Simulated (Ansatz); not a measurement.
**What a change does: single-point calculation on Ta3N**

System: Ta3N (C2/m, 4 atoms in the cell).
Method of run A: DFT PBE, scalar-relativistic, plane waves, PAW, no spin polarisation (Ansatz 0.2.0).

The structure derives from a Materials Project entry. Text and figures count atoms from 1; the logs count them from 0 in places.

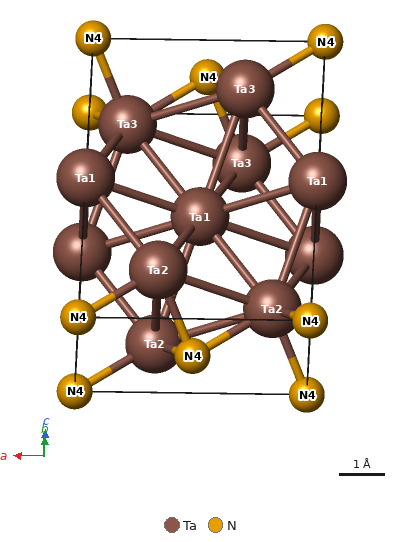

**Figure 1.** The input geometry (ball-and-stick view of the cell 2 times as large as that of the calculation, set on its symmetry axes, seen at an oblique angle; atoms are numbered from 1 in the order of the input). An atom can appear more than once, as a periodic image.

## Input file, run A
```yaml
crystal:
  lattice:
    - [3.0217748255, 0.0, 0.0]
    - [-1.5108874128, 2.6169337634, 0.0588810097]
    - [0.0, 0.1700457342, 7.5575881873]
  atoms:
    - { symbol: Ta, position: [0.0, 0.0, 0.5] }
    - { symbol: Ta, position: [0.3333333333, 0.6666666667, 0.1735950547] }
    - { symbol: Ta, position: [0.6666666667, 0.3333333333, 0.8264049453] }
    - { symbol: "N", position: [0.0, 0.0, 0.0] }
basis:
  ecutwfc: 420
kpoints:
  mp_grid: { grid: [18, 18, 6] }
hamiltonian:
  xc: pbe
scf:
  occupations: { method: gaussian, width: 0.15 }
output:
  forces: true
  stress: true
  eigenvalues: true
```

Command:
```bash
ansatz run input.yaml --threads 1 --pin off --max-ram 2560MiB --backend cpu --events-out ev --progress --plain --runs-dir out
```

Hardware: 1 thread of AMD EPYC (Zen 5), 32 GiB of memory available, shared host.

## Output, shortened to warnings, some set-up lines, iterations and results (run A)
```
Basis set: ecut = 420 eV, 1147 PW (Γ), exchange–correlation on 48×48×108 points (8 copies of the dense FFT grid, shifted against one another)
Symmetry: 4 space group operations
k-points: 524 of 1944
Initial density: superposition of atomic densities (neutral atoms: chi_scale 0, normalization atom), corrected by the library's trained network
[...]
SCF iter   1: F=—  HF=-30182.608692 eV  |F-HF|=—  |Δ(HF+E_count)|=         —  Δρ=8.61e-3  dr2=9.10e-2  ethr=1.77e-3  ⟨swp⟩=4.9  Hψ=58276  notcnv=0
SCF iter   2: F=—  HF=-30182.600540 eV  |F-HF|=—  |Δ(HF+E_count)|=   8.15e-3  Δρ=4.48e-3  dr2=8.67e-3  ethr=2.07e-4  ⟨swp⟩=1.0  Hψ=18340  notcnv=0
SCF iter   3: F=—  HF=-30182.599333 eV  |F-HF|=—  |Δ(HF+E_count)|=   1.21e-3  Δρ=1.96e-3  dr2=2.01e-3  ethr=1.97e-5  ⟨swp⟩=1.0  Hψ=14129  notcnv=0
SCF iter   4: F=—  HF=-30182.598901 eV  |F-HF|=—  |Δ(HF+E_count)|=   4.32e-4  Δρ=2.98e-4  dr2=6.07e-5  ethr=4.58e-6  ⟨swp⟩=2.2  Hψ=18057  notcnv=0
SCF iter   5: F=—  HF=-30182.598905 eV  |F-HF|=—  |Δ(HF+E_count)|=   3.42e-6  Δρ=1.58e-4  dr2=1.44e-5  ethr=1.38e-7  ⟨swp⟩=2.0  Hψ=19219  notcnv=0
SCF iter   6: F=—  HF=-30182.598902 eV  |F-HF|=—  |Δ(HF+E_count)|=   2.97e-6  Δρ=2.94e-5  dr2=1.32e-6  ethr=3.27e-8  ⟨swp⟩=2.0  Hψ=18640  notcnv=0
SCF iter   7: F=-30182.598902 eV  HF=-30182.598902 eV  |F-HF|=2.23e-8  |Δ(HF+E_count)|=   5.51e-8  Δρ=6.24e-6  dr2=3.26e-8  ethr=2.27e-10  ⟨swp⟩=3.7  Hψ=53767  notcnv=0
SCF 1 converged in 7 iterations: F = -30182.598902 eV  dr2 = 3.26e-8
SCF converged after 7 iterations
Free energy (F): -30182.598902 eV
Harris-Foulkes:  -30182.598902 eV  (|F-HF|=2.23e-8)
Internal energy: -30182.563355 eV  (E = F + TS)
E sigma→0 (E₀):  -30182.581128 eV
Entropy (-TS):   -0.035547 eV (-8.887 meV/atom)
Fermi energy:    18.908901 eV
--- Per-component energies (eV) ---
  E_band       = -297.907163
  E_kinetic    = 1229.182700
  E_local      = -1894.217014  (includes V_loc(G=0)·N_el)
  E_nonlocal   = 87.595342
  E_hartree    = 663.306359
  E_xc         = -716.013979
  E_vxc        = -689.296352  (∫ρ·V_xc dr)
  E_paw        = -25316.860796  (= ΣΔE_a)
  E_vpaw       = -357.785923  (= ΣTr[D̂ρ^β])
  E_aug_tail   = 0.000573  (compensation charges beyond the density's cutoff)
  E_ewald      = -4235.556539
  E_smearing   = -0.035547  (= −TS)
  E_closure    = -0.000000  (closes the sum)
  Σ components = -30182.598902   (vs F -30182.598902, Δ=0.00e0)
--- Forces (eV/Å), atoms counted from 1 ---
  atom   1  Ta     0.00000000     0.00000000     0.00000000
  atom   2  Ta     0.00000000    -0.25809043     0.05696882
  atom   3  Ta    -0.00000000     0.25809043    -0.05696882
  atom   4  N      0.00000000     0.00000000     0.00000000
  max |Σ_I F_I| component: 0.00e0 eV/Å
--- Stress (GPa, compression-positive) ---
       -0.406505      -0.000000       0.000000
       -0.000000       0.929333      -0.286891
        0.000000      -0.286891       0.525982
  P = ⅓ Tr σ = 0.3496 GPa (3.496 kbar)
```

The input of run B differs as follows (lines with − go, lines with + come):
```diff
-    - [-1.5108874128, 2.6169337634, 0.0588810097]
-    - [0.0, 0.1700457342, 7.5575881873]
+    - [-1.5108874128, 2.6169337634, -0.0785080129]
+    - [0.0, -0.2267276456, 7.5575881873]
```

What does this change do to the results?

With the same functional and potentials, run B lies 1.8 meV per atom lower. The pressure goes from 0.35 to 0.65 GPa. The largest force goes from 0.264 to 0.457 eV/Å. The number of SCF iterations is the same. The plane waves at Γ go from 1147 to 1143.

## Output, shortened to warnings, some set-up lines, iterations and results (run B)
```
Basis set: ecut = 420 eV, 1143 PW (Γ), exchange–correlation on 48×48×108 points (8 copies of the dense FFT grid, shifted against one another)
Symmetry: 4 space group operations
k-points: 524 of 1944
Initial density: superposition of atomic densities (neutral atoms: chi_scale 0, normalization atom), corrected by the library's trained network
[...]
SCF iter   1: F=—  HF=-30182.614876 eV  |F-HF|=—  |Δ(HF+E_count)|=         —  Δρ=8.59e-3  dr2=7.89e-2  ethr=1.77e-3  ⟨swp⟩=4.9  Hψ=58300  notcnv=0
SCF iter   2: F=—  HF=-30182.607509 eV  |F-HF|=—  |Δ(HF+E_count)|=   7.37e-3  Δρ=4.57e-3  dr2=8.90e-3  ethr=1.79e-4  ⟨swp⟩=1.0  Hψ=18340  notcnv=0
SCF iter   3: F=—  HF=-30182.606292 eV  |F-HF|=—  |Δ(HF+E_count)|=   1.22e-3  Δρ=1.86e-3  dr2=1.79e-3  ethr=2.02e-5  ⟨swp⟩=1.0  Hψ=14128  notcnv=0
SCF iter   4: F=—  HF=-30182.605919 eV  |F-HF|=—  |Δ(HF+E_count)|=   3.73e-4  Δρ=2.90e-4  dr2=5.78e-5  ethr=4.07e-6  ⟨swp⟩=2.2  Hψ=18319  notcnv=0
SCF iter   5: F=—  HF=-30182.605923 eV  |F-HF|=—  |Δ(HF+E_count)|=   3.82e-6  Δρ=1.52e-4  dr2=1.32e-5  ethr=1.31e-7  ⟨swp⟩=2.0  Hψ=19185  notcnv=0
SCF iter   6: F=—  HF=-30182.605920 eV  |F-HF|=—  |Δ(HF+E_count)|=   2.78e-6  Δρ=2.69e-5  dr2=9.28e-7  ethr=2.99e-8  ⟨swp⟩=2.0  Hψ=18834  notcnv=0
SCF iter   7: F=-30182.605920 eV  HF=-30182.605920 eV  |F-HF|=1.03e-8  |Δ(HF+E_count)|=   3.44e-8  Δρ=5.24e-6  dr2=1.89e-8  ethr=2.27e-10  ⟨swp⟩=5.3  Hψ=51129  notcnv=0
SCF 1 converged in 7 iterations: F = -30182.605920 eV  dr2 = 1.89e-8
SCF converged after 7 iterations
Free energy (F): -30182.605920 eV
Harris-Foulkes:  -30182.605920 eV  (|F-HF|=1.03e-8)
Internal energy: -30182.574608 eV  (E = F + TS)
E sigma→0 (E₀):  -30182.590264 eV
Entropy (-TS):   -0.031312 eV (-7.828 meV/atom)
Fermi energy:    18.914093 eV
--- Per-component energies (eV) ---
  E_band       = -297.638929
  E_kinetic    = 1229.308621
  E_local      = -1894.246592  (includes V_loc(G=0)·N_el)
  E_nonlocal   = 87.652205
  E_hartree    = 663.413760
  E_xc         = -716.058051
  E_vxc        = -689.353367  (∫ρ·V_xc dr)
  E_paw        = -25316.893153  (= ΣΔE_a)
  E_vpaw       = -357.827805  (= ΣTr[D̂ρ^β])
  E_aug_tail   = 0.000568  (compensation charges beyond the density's cutoff)
  E_ewald      = -4235.751967
  E_smearing   = -0.031312  (= −TS)
  E_closure    = 0.000000  (closes the sum)
  Σ components = -30182.605920   (vs F -30182.605920, Δ=0.00e0)
--- Forces (eV/Å), atoms counted from 1 ---
  atom   1  Ta    -0.00000000     0.00000000     0.00000000
  atom   2  Ta    -0.00000000     0.44832983     0.08682580
  atom   3  Ta     0.00000000    -0.44832983    -0.08682580
  atom   4  N      0.00000000     0.00000000     0.00000000
  max |Σ_I F_I| component: 0.00e0 eV/Å
--- Stress (GPa, compression-positive) ---
        1.128255       0.000000       0.000000
        0.000000       0.123906      -0.245831
        0.000000      -0.245831       0.688549
  P = ⅓ Tr σ = 0.6469 GPa (6.469 kbar)
```

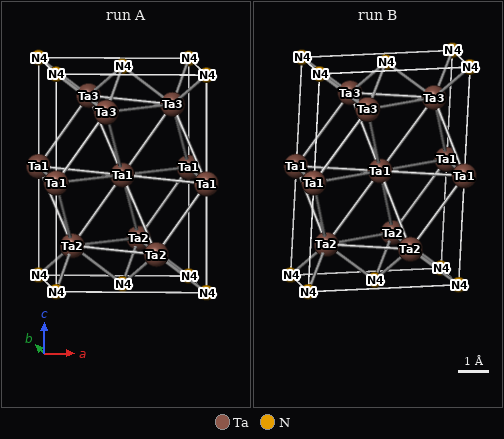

**Figure 2.** The two input geometries at one scale (ball-and-stick view of the cell 2 times as large as that of the calculation, set on its symmetry axes, seen slightly off an axis). The atoms keep their places relative to the cell (all moves are under 0.005 Å). The drawn cell changes at constant volume: a 5.235 → 5.236 Å (0.0 %), b stays at 3.022 Å, c 7.560 → 7.561 Å (0.0 %), β 92.6° → 86.6°. Among the contacts that change: Ta2–Ta3 3.086 → 3.238 Å, Ta1–Ta2 2.957 → 3.107 Å, Ta2–N4 2.230 → 2.120 Å.

## The two runs side by side

| quantity | run A | run B |
| --- | --- | --- |
| outcome | converged | converged |
| free energy per atom (eV) | −7545.6497 | −7545.6515 |
| energy per atom, smearing taken to zero (eV) | −7545.6453 | −7545.6476 |
| gap on the mesh (eV) | 0.00 | 0.00 |
| pressure (GPa) | 0.35 | 0.65 |
| volume per atom (Å³) | 14.93 | 14.93 |
| largest force (eV/Å) | 0.264 | 0.457 |
| SCF iterations | 7 | 7 |
| irreducible k-points | 524 | 524 |
| plane waves at Γ | 1147 | 1143 |
| wall time (shared host) | 9.6 s | 9.4 s |

For both runs: Spin–orbit coupling is left out, which matters for Ta.
